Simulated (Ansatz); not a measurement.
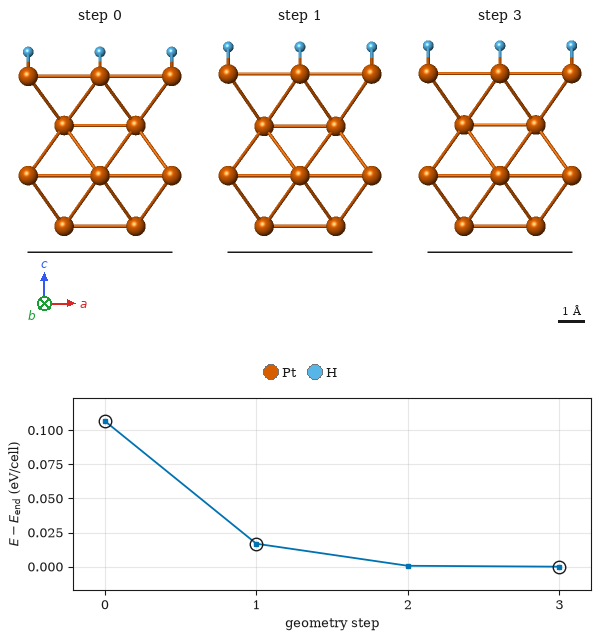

Frames of a constrained relaxation of a slab of composition HPt₄ (cut from the Fm-3m phase), marked on the history of the run. Style: ball-and-stick. Shown: the 2 × 3 repeat of the cell, outlined in the plane, without the vacuum, along the b axis.

Case: H put at a bridge Pt-Pt site. The slab is the (1 0 0) face of Pt with H on it. 2 atoms are held fixed.

All numbers below come from DFT PBEsol, scalar-relativistic, plane waves, PAW (Ansatz).

The input:
```yaml
crystal:
  lattice:
    - [2.7704872841, 0.0, 0.0]
    - [0.0, 2.7704872841, 0.0]
    - [0.0, 0.0, 24.8770910374]
  atoms:
    - { symbol: Pt, position: [0.5, 0.5, 0.3416798205] }
    - { symbol: Pt, position: [0.0, 0.0, 0.4204281896] }
    - { symbol: Pt, position: [0.5, 0.5, 0.4982057973] }
    - { symbol: Pt, position: [0.0, 0.0, 0.5745140848] }
    - { symbol: H, position: [0.0, 0.5, 0.6122998532] }
basis:
  ecutwfc: 420
kpoints:
  mp_grid: { grid: [10, 10, 1] }
hamiltonian:
  xc: pbesol
scf:
  occupations: { method: gaussian, width: 0.1 }
output:
  forces: true
  eigenvalues: true
  write_density: true
  write_potential: true
  elf: true
  volumetric_format: npy
relax:
  adjacent_minimum: "off"
  f_tol: 0.03
  max_steps: 70
  constraints: [{ sites: [0, 1] }]
efield:
  axis: 3
  dipole_correction: true
  ramp_width: 0.04
```

Run as
```bash
ansatz run input.yaml --threads 2 --pin off --max-ram 5120MiB --backend cpu --events-out ev --progress --plain --runs-dir out
```

**Describe the path.**

The energy falls by 0.107 eV per cell of the calculation in 3 geometry steps. Largest force component: 1.1 eV/Å at the start, 0.0081 eV/Å at the end. The atom that moves furthest is H5 (0.24 Å along the normal (+c)). By element the largest moves are H 0.24 Å, Pt 0.11 Å. The lattice vectors keep their values. Near-neighbour distances that change, for instance: Pt4–H5 1.674 → 1.752 Å, Pt3–Pt4 2.728 → 2.789 Å, Pt2–Pt3 2.753 → 2.768 Å. Among the angles between lasting bonds that change: Pt4–H5–Pt4 111.7° → 104.5°. Cost: 56 s on 2 threads of Arm Neoverse V2, with other jobs on the host, peak memory 0.54 GiB. From step 0 to 1: H5 moves most (0.19 Å), energy −89.9 meV per cell of the calculation. From step 1 to 3: Pt3 moves most (0.05 Å), energy −16.8 meV per cell of the calculation.

```tsv
step	E − E(0), meV/atom	largest force component, eV/Å
0	0.00	1.0905
1	-17.99	0.6211
2	-21.22	0.0988
3	-21.35	0.0081
```

Limits of the set-up: the periodic images lie only 2.8 Å apart, so the values are limited by the cell's size.
